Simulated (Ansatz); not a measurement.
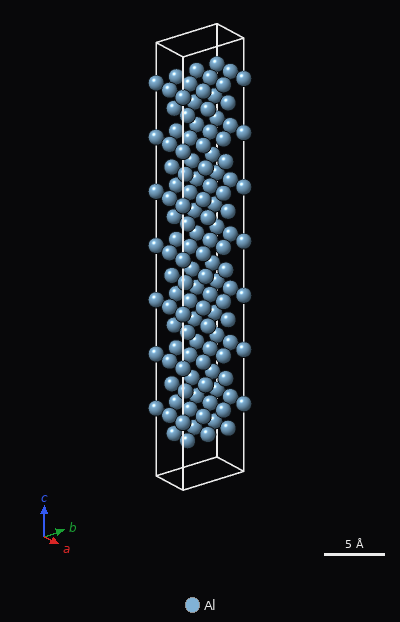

**Figure 1.** The structure as given in the input (spheres-only view of the 2 × 3 repeat of the cell, with the vacuum cut short, seen slightly off an axis). An atom can appear more than once, as a periodic image.

Single-point calculation of Al

The run: single-point calculation of Al (slab, 14 atoms in the cell). Method and program: DFT PBE, scalar-relativistic, plane waves, PAW, no spin polarisation (Ansatz 0.2.0).

The structure derives from a Materials Project entry. It belongs to a series of runs on one base structure; here: repeats removed: -1.

## Input file
```yaml
crystal:
  lattice:
    - [2.854322333, 0.0, 0.0]
    - [-1.4271611665, 2.471915651, 0.0]
    - [0.0, 0.0, 45.4953759026]
  atoms:
    - { symbol: Al, position: [0.3333333333, 0.6666666667, 0.1648519185] }
    - { symbol: Al, position: [0.0, 0.0, 0.2164131618] }
    - { symbol: Al, position: [0.6666666667, 0.3333333333, 0.2679744051] }
    - { symbol: Al, position: [0.0, 0.0, 0.3195356484] }
    - { symbol: Al, position: [0.3333333333, 0.6666666667, 0.3710968917] }
    - { symbol: Al, position: [0.0, 0.0, 0.422658135] }
    - { symbol: Al, position: [0.6666666667, 0.3333333333, 0.4742193783] }
    - { symbol: Al, position: [0.0, 0.0, 0.5257806217] }
    - { symbol: Al, position: [0.3333333333, 0.6666666667, 0.577341865] }
    - { symbol: Al, position: [0.0, 0.0, 0.6289031083] }
    - { symbol: Al, position: [0.6666666667, 0.3333333333, 0.6804643516] }
    - { symbol: Al, position: [0.0, 0.0, 0.7320255949] }
    - { symbol: Al, position: [0.3333333333, 0.6666666667, 0.7835868382] }
    - { symbol: Al, position: [0.0, 0.0, 0.8351480815] }
basis:
  ecutwfc: 420
kpoints:
  mp_grid: { grid: [12, 12, 1] }
hamiltonian:
  xc: pbe
scf:
  occupations: { method: gaussian, width: 0.1 }
output:
  forces: true
  stress: true
  eigenvalues: true
  write_density: true
  write_potential: true
  elf: true
  volumetric_format: npy
efield:
  axis: 3
  dipole_correction: true
  ramp_width: 0.04
```

Hardware: 1 thread of AMD EPYC 7571, 32 GiB of memory available, shared host.

Command:
```bash
ansatz run input.yaml --threads 1 --pin off --max-ram 2560MiB --backend cpu --events-out ev --progress --plain --runs-dir out
```

## The program's output
```
Engine: ansatz 0.2.0, x86_64-unknown-linux-gnu
Pseudopotentials: kind: paw
Pseudopotential: Al, paw, valence charge 3, recommended cutoff 420 eV (normal), Al.paw.azcp
Functional definition: PBE
  parameter kappa = 0.804
  parameter beta = 0.06672455060314922
  exchange = pbe_x(kappa = kappa, mu = beta*pi^2/3)
  correlation = pbe_c(beta = beta)
Crystal: 14 atoms, lattice volume = 320.999 Å³
Basis set: ecut = 420 eV, 6321 PW (Γ), exchange–correlation on 40×40×640 points (8 copies of the dense FFT grid, shifted against one another)
Bands: 35, of which v1, the nominal top of the filled ones, is band 21 counted from 1 (20 counted from 0)
Symmetry: 6 space group operations
Space group: P3m1 (ITA 156), of the structure as read, at distance tolerance 6.8e-5 Å
k-points: 19 of 144 (time reversal used)
Non-local potential: Al, projectors of the file, l = 0: 2, l = 1: 2, l = 2: 1
PAW form: soft (Blöchl's): semilocal exchange-correlation on the pseudo side does not see the compensation charge
PAW one-centre angular grid: Al, 110 points (default); XC on 64 Gauss nodes
Initial density: superposition of atomic densities (neutral atoms: chi_scale 0, normalization atom), corrected by the library's trained network
Initial wavefunctions: pseudopotential atomic-orbital guess
Functional: x = pbe(κ = 0.804, μ = 0.2195149727645171), c = pbe(β = 0.06672455060314922)
SCF iter   1: F=—  HF=-7524.154885 eV  |F-HF|=—  |Δ(HF+E_count)|=         —  Δρ=1.61e-3  dr2=3.44e-1  ethr=1.77e-3  p=0.000 e·Å  D=1.52e-5 V/Å  ΔV_dip=-0.00 eV  dr2_dipole=4.23e-3  V_vac-E_F(+/−)=4.07/4.07 eV  ⟨swp⟩=12.3  Hψ=4765  notcnv=0  defer=14
efield: sawtooth ramp at fractional position 0.9800 (placed from the atoms, in the widest stretch of the axis that holds none; the zero of the levels goes with the place), width 0.0400; the density the first Hamiltonian is built on has a dipole p = 0.000 e·Å; the dipole correction subtracts the counter field D = 1.52e-5 V/Å, which shifts the + side's vacuum level by -0.00 eV against the − side's; the planar-averaged density in the ramp window peaks in size at 6.1e-5 e/Å³
preconditioner: auto → LDOS  [metal: Δε(μ)=0.007 eV  Ē_g=7.056 eV  σ=0.100 eV  W_gap=0.04  n_scr=28 (ndim 8)  ℏωp=13.4 eV  f_vac=0.232  D(μ)=5.96/eV (n_scr^D=26)  β→1.0]
SCF iter   2: F=—  HF=-7524.148358 eV  |F-HF|=—  |Δ(HF+E_count)|=   6.53e-3  Δρ=5.82e-4  dr2=2.20e-2  ethr=8.19e-4  p=-0.001 e·Å  D=-3.35e-4 V/Å  ΔV_dip=0.02 eV  dr2_dipole=7.53e-3  V_vac-E_F(+/−)=4.03/4.01 eV  ⟨swp⟩=1.5  Hψ=840  notcnv=0  defer=49
SCF iter   3: F=—  HF=-7524.148101 eV  |F-HF|=—  |Δ(HF+E_count)|=   2.56e-4  Δρ=1.33e-4  dr2=7.80e-4  ethr=5.23e-5  p=0.001 e·Å  D=7.20e-4 V/Å  ΔV_dip=-0.03 eV  dr2_dipole=3.97e-5  V_vac-E_F(+/−)=4.06/4.09 eV  ⟨swp⟩=1.5  Hψ=605  notcnv=0  defer=49
SCF iter   4: F=—  HF=-7524.148191 eV  |F-HF|=—  |Δ(HF+E_count)|=   8.93e-5  Δρ=3.42e-5  dr2=3.06e-5  ethr=1.86e-6  p=0.001 e·Å  D=4.58e-4 V/Å  ΔV_dip=-0.02 eV  dr2_dipole=3.96e-6  V_vac-E_F(+/−)=4.06/4.08 eV  ⟨swp⟩=2.3  Hψ=849  notcnv=0  defer=49
SCF iter   5: F=—  HF=-7524.148158 eV  |F-HF|=—  |Δ(HF+E_count)|=   3.29e-5  Δρ=9.93e-6  dr2=1.97e-6  ethr=7.29e-8  p=0.001 e·Å  D=4.57e-4 V/Å  ΔV_dip=-0.02 eV  dr2_dipole=5.78e-7  V_vac-E_F(+/−)=4.06/4.08 eV  ⟨swp⟩=2.4  Hψ=1006  notcnv=0  defer=49
SCF iter   6: F=—  HF=-7524.148158 eV  |F-HF|=—  |Δ(HF+E_count)|=   4.71e-8  Δρ=2.69e-6  dr2=1.06e-7  ethr=4.70e-9  p=0.001 e·Å  D=4.39e-4 V/Å  ΔV_dip=-0.02 eV  dr2_dipole=2.82e-9  V_vac-E_F(+/−)=4.06/4.08 eV  ⟨swp⟩=2.7  Hψ=957  notcnv=0  defer=49
SCF iter   7: F=-7524.148158 eV  HF=-7524.148158 eV  |F-HF|=3.35e-8  |Δ(HF+E_count)|=   1.87e-8  Δρ=8.15e-7  dr2=2.74e-8  ethr=2.38e-10  p=0.001 e·Å  D=4.40e-4 V/Å  ΔV_dip=-0.02 eV  dr2_dipole=9.35e-9  V_vac-E_F(+/−)=4.06/4.08 eV  ⟨swp⟩=29.4  Hψ=6778  notcnv=0
SCF 1 converged in 7 iterations: F = -7524.148158 eV  dr2 = 2.74e-8
  greatest PAW one-centre occupation: 0.467 electrons in one spin orbital (limit 2), on the Al atom at site 13 (counted from 0), in its partial waves of l = 0
```

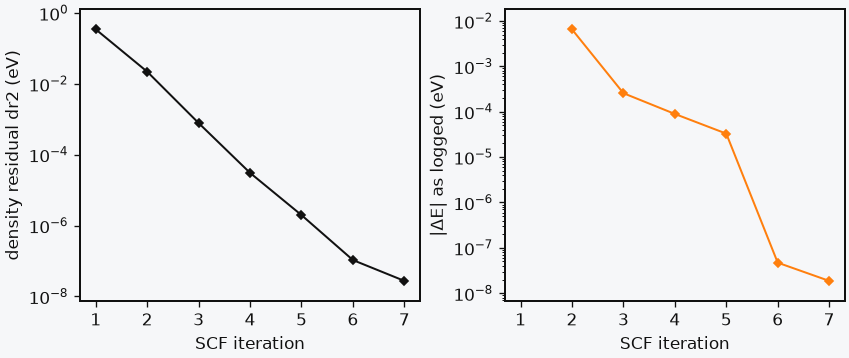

**Figure 2.** Convergence of the self-consistent field: density residual dr2 and size of the energy change against the SCF iteration. The residual falls at every step.

```
WARN: The output density's exchange-correlation potential varies sharply where the density is thin. Do not read a vacuum level from v_tot or v_xc, or from such a field of the output density. On a cell that repeats whose density bears no net charge and no dipole along the vacuum's axis use v_es (v_loc + v_h of the components); under efield.dipole_correction with no amplitude use v_es + v_field, which holds any external_charges[].barrier, or the levels of the report's work_function block, which leave it out; under a non-zero efield.amplitude the vacuum is tilted and has no level; on a cell that repeats and bears such a dipole with no correction it is tilted too, and efield.dipole_correction with no amplitude gives each side of its ramp a level where efield: is served; in a cell that repeats whose density bears a net charge (total_charge, or a fill off its count) it is curved and has none; of a slab under crystal.periodic whose density bears no net charge use v_es, which has a level on each side, short of where the two are joined; of another it falls or rises all the way out and has none; of a slab beside external_charges read slab_vacuum_level instead, which it has where they leave it neutral. The grid or the basis barely resolves most such structure, and the values can differ between equally converged runs; as a rule a tighter scf.convergence.dr2_threshold does not remove it. Where the density itself ripples (under the LDA too) a higher basis.ecutwfc lessens it. The files hold the spikes' plane waves up to the density's cutoff. Files: v_tot_of_output_density and the like, and their columns of v_z.tsv (output.write_potential); v_xc_of_output_density and the like, and their columns of v_comp_z.tsv (output.write_potential_components). Measured: with its Gaussian average of σ = 0.25 Å subtracted twice, the exchange-correlation potential is over 0.1 eV at 63 of the grid points where the equally averaged density (valence and model cores) is under 1e-3 e/Å³, and 0.141 eV at the most among them, at an averaged density of 5.6e-8 e/Å³. The input density's (outcome.potential() and, of a run that writes arrays, v_tot and v_xc) is over 0.1 eV, so measured, at 1 points of its own thin density, 0.106 eV at the most. See output.write_potential in the manual, Limitations
SCF converged after 7 iterations
Free energy (F): -7524.148158 eV
Harris-Foulkes:  -7524.148158 eV  (|F-HF|=3.35e-8)
Internal energy: -7524.117852 eV  (E = F + TS)
E sigma→0 (E₀):  -7524.133005 eV
Entropy (-TS):   -0.030306 eV (-2.165 meV/atom)
Fermi energy:    4.594468 eV
Dipole field:    D = 0.000337 V/Å  (p = 0.000598 e·Å, saw-weighted, corrected)
Work function:   Φ+ = 4.0574 eV   Φ− = 4.0728 eV
Levels:          The Fermi level and band energies are counted from a zero that moves with the ramp; work functions are not
--- Per-component energies (eV) ---
  E_band       = 11.471482
  E_kinetic    = 314.318117
  E_local      = -13169.065252  (includes V_loc(G=0)·N_el)
  E_nonlocal   = 145.161674
  E_hartree    = 6587.142441
  E_xc         = -553.851553
  E_vxc        = -402.134421  (∫ρ·V_xc dr)
  E_paw        = -6542.491668  (= ΣΔE_a)
  E_vpaw       = -51.081168  (= ΣTr[D̂ρ^β])
  E_aug_tail   = -0.000031  (compensation charges beyond the density's cutoff)
  E_efield     = 0.000000  (sawtooth field / dipole correction)
  E_vefield    = 0.000000  (∫n·V_field dr)
  E_ewald      = 5694.668421
  E_smearing   = -0.030306  (= −TS)
  E_closure    = -0.000000  (closes the sum)
  Σ components = -7524.148158   (vs F -7524.148158, Δ=0.00e0)
--- Forces (eV/Å), atoms counted from 1 ---
  atom   1  Al     0.00000000    -0.00000000    -0.00617159
  atom   2  Al     0.00000000     0.00000000     0.05050238
  atom   3  Al     0.00000000     0.00000000    -0.02627611
  atom   4  Al    -0.00000000    -0.00000000     0.03205751
  atom   5  Al     0.00000000    -0.00000000    -0.00681123
  atom   6  Al    -0.00000000     0.00000000    -0.06209101
  atom   7  Al    -0.00000000     0.00000000     0.04366957
  atom   8  Al    -0.00000000    -0.00000000    -0.04001134
  atom   9  Al     0.00000000    -0.00000000     0.04462636
  atom  10  Al     0.00000000    -0.00000000     0.03431568
  atom  11  Al     0.00000000     0.00000000    -0.06247537
  atom  12  Al     0.00000000    -0.00000000     0.04899788
  atom  13  Al     0.00000000    -0.00000000    -0.12559592
  atom  14  Al     0.00000000     0.00000000     0.07527171
  max |Σ_I F_I| component: 8.52e-6 eV/Å
--- Stress (GPa, compression-positive) ---
       -0.432259       0.000000      -0.000000
        0.000000      -0.432259      -0.000000
       -0.000000      -0.000000      -0.246113
  P = ⅓ Tr σ = -0.3702 GPa (-3.702 kbar)
--- Band table (eV; the first three rows and the last of 19) ---
  k-point 0: bands = ["-6.4661", "-6.3536", "-6.1987", "-5.9731", "-5.6834", "-5.3362", "-4.9215", "-4.4486", "-3.9092", "-3.3210", "-2.6679", "-1.9607", "-1.1997", "-0.3605", "0.4054", "1.3502", "2.3061", "3.2942", "4.3110", "5.3429", "6.3616", "7.3130", "8.0158", "8.6912", "8.8663", "10.0221", "10.0603", "11.5719", "11.5813", "13.2473", "13.3101", "15.0517", "15.0720", "15.3496", "15.3496"]
  k-point 1: bands = ["-6.2982", "-6.1857", "-6.0309", "-5.8056", "-5.5162", "-5.1694", "-4.7552", "-4.2827", "-3.7438", "-3.1563", "-2.5038", "-1.7972", "-1.0369", "-0.1971", "0.5627", "1.5084", "2.4633", "3.4499", "4.4650", "5.4947", "6.5117", "7.4628", "8.1724", "8.8454", "9.0211", "10.1671", "10.1974", "11.6724", "11.6960", "12.7508", "12.8402", "12.9179", "13.0306", "13.3281", "13.5370"]
  k-point 2: bands = ["-5.7954", "-5.6832", "-5.5290", "-5.3044", "-5.0159", "-4.6703", "-4.2573", "-3.7864", "-3.2491", "-2.6634", "-2.0129", "-1.3085", "-0.5504", "0.2908", "1.0338", "1.9810", "2.9315", "3.9120", "4.9190", "5.9381", "6.9417", "7.8786", "8.6000", "9.2149", "9.3813", "9.7266", "9.7766", "9.9047", "10.0522", "10.2790", "10.5166", "10.7258", "10.8514", "11.0494", "11.4795"]
  k-point 18: bands = ["1.2670", "1.3695", "1.4156", "1.4160", "1.5052", "1.5188", "1.5213", "1.6535", "1.6694", "1.6979", "1.8615", "1.8700", "1.9331", "2.1162", "2.1277", "2.1624", "2.3991", "2.4211", "2.5736", "2.6888", "2.8219", "3.4503", "3.4657", "3.7364", "3.8334", "3.8714", "4.0989", "4.2255", "4.2966", "4.5890", "4.8237", "5.1760", "5.6690", "5.8257", "6.0445"]
```

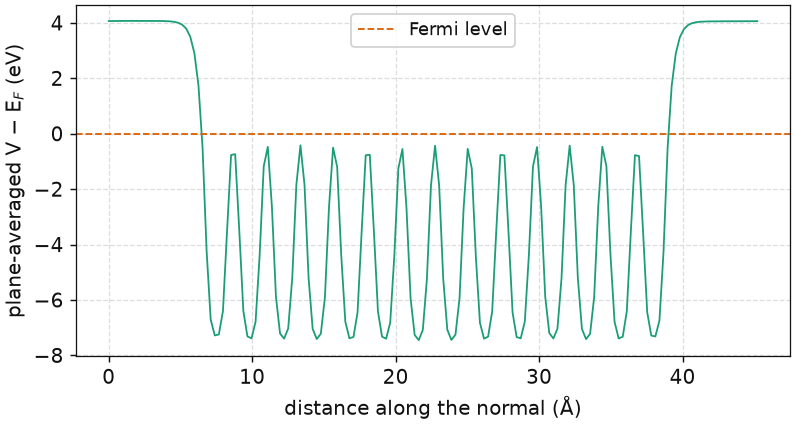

**Figure 3.** Plane average of the electrostatic potential energy of an electron across the cell, from the Fermi level. The vacuum level lies 4.06 eV above the Fermi level.

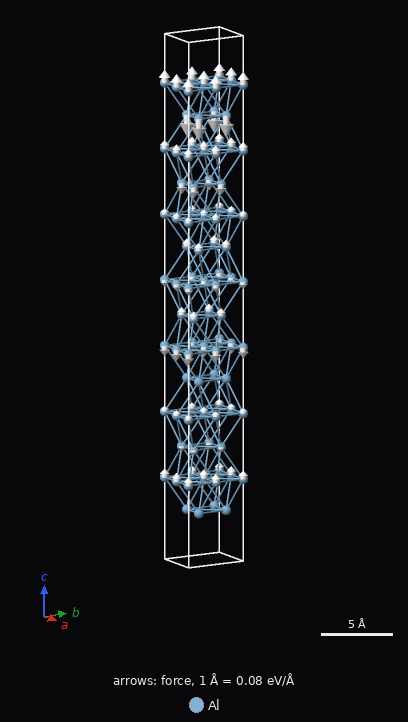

**Figure 4.** Forces on the atoms as white arrows (ball-and-stick view of the 2 × 2 repeat of the cell, with the vacuum cut short, seen slightly off an axis); the smallest are left out. The largest act on Al13 (0.13 eV/Å); Al14 (0.08 eV/Å); Al6, Al11 (0.06 eV/Å); Al2, Al12 (0.05 eV/Å), among others. Atoms are counted from 1 in the order of the input and aren't labelled in the picture. The geometry is not a stationary point of this energy.

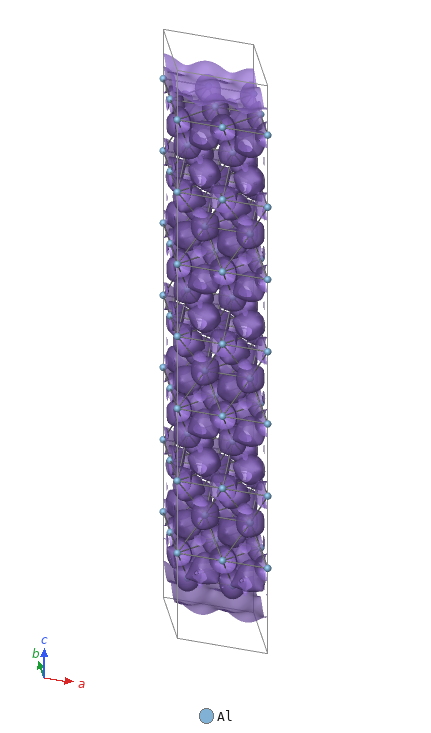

**Figure 5.** Isosurface of the electron localisation function at 0.5 (purple), seen at an oblique angle. Core shells and regions of very low density are left out. Sticks mark near contacts. Values along the shortest contacts: The fields are those of the smooth PAW valence density.

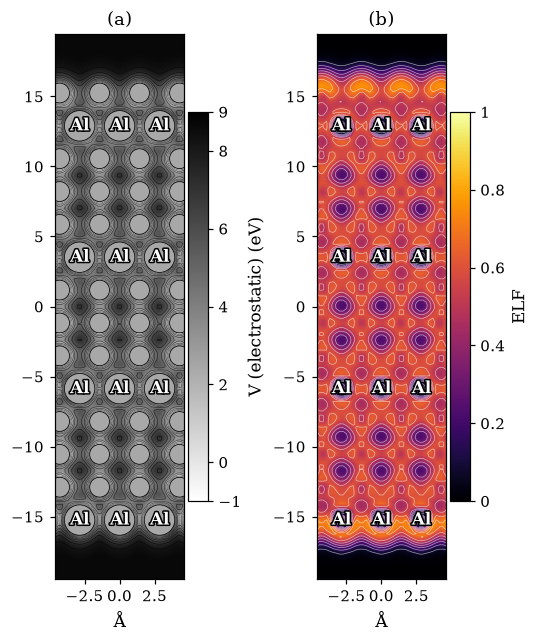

**Figure 6.** (a) electrostatic potential energy of an electron; (b) electron localisation function on the (100) plane of the calculation cell, a cut from vacuum to vacuum. Grey discs, where drawn, cover atomic cores. Atoms in the plane: Al. Al–Al (2.85 Å): the ELF is about 0.70 at the midpoint.

## Summary

| quantity | value |
| --- | --- |
| outcome | converged |
| electrons treated | 42 |
| free energy | −7524.1482 eV |
| work function, top face | 4.06 eV |
| work function, bottom face | 4.07 eV |
| Fermi energy | 4.594 eV |
| gap on the k-point mesh | none (metallic) |
| work function (upper face) | 4.06 eV |
| largest force (length of the vector) | 0.126 eV/Å |
| wall time | 66 s |
| peak memory | 0.56 GiB |

## Remarks

Warnings of the run: the exchange-correlation potential is rough where the density is thin.
